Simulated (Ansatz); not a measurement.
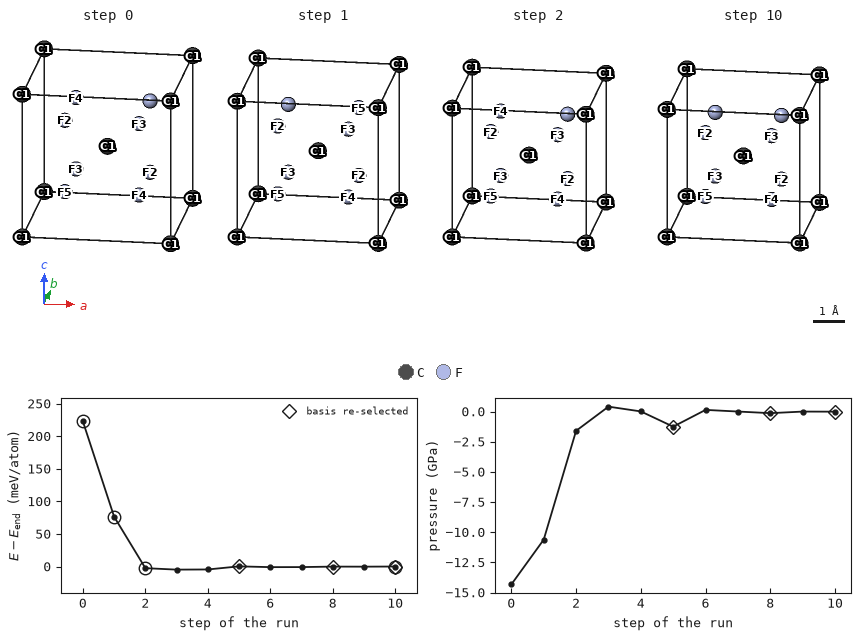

Frames of a relaxation of crystalline CF4 (built on the CrGa4-229 type type), marked on the history of the run. The picture is a ball-and-stick view of the conventional cell (2 times the calculation's cell), seen from a free direction. Lengths and directions refer to the drawn axes.

Method: DFT, PBEsol, plane waves, PAW (Ansatz). Settings: plane-wave cutoff 420 eV; k-point mesh 6 × 6 × 6; occupations fermi dirac; smearing width 0.03 eV; no spin polarisation; cell and atoms relaxed; force threshold 0.01 eV/Å; at most 120 steps.

Question: Describe the path.

Answer: The energy falls by 223 meV per atom in 7 accepted moves (10 points after the start). All forces vanish by symmetry, so only the cell relaxes. The pressure goes from −14.33 to −0.01 GPa. The SCF was repeated 3 times at an unchanged geometry on a basis and grid sized afresh for the cell, which shifted the energy by 4.8 meV per atom at most. The atoms keep their places relative to the cell (all moves are under 0.005 Å). Cell: a = b = c 4.971 → 4.444 Å (−10.6 %). Volume −28.6 %. The space group stays Im-3m (No. 229). From step 0 to 1: volume −13.9 %, energy −146 meV per atom. From step 1 to 2: volume −14.6 %, energy −78.9 meV per atom. From step 2 to 10: volume −2.8 %, energy +2.5 meV per atom.
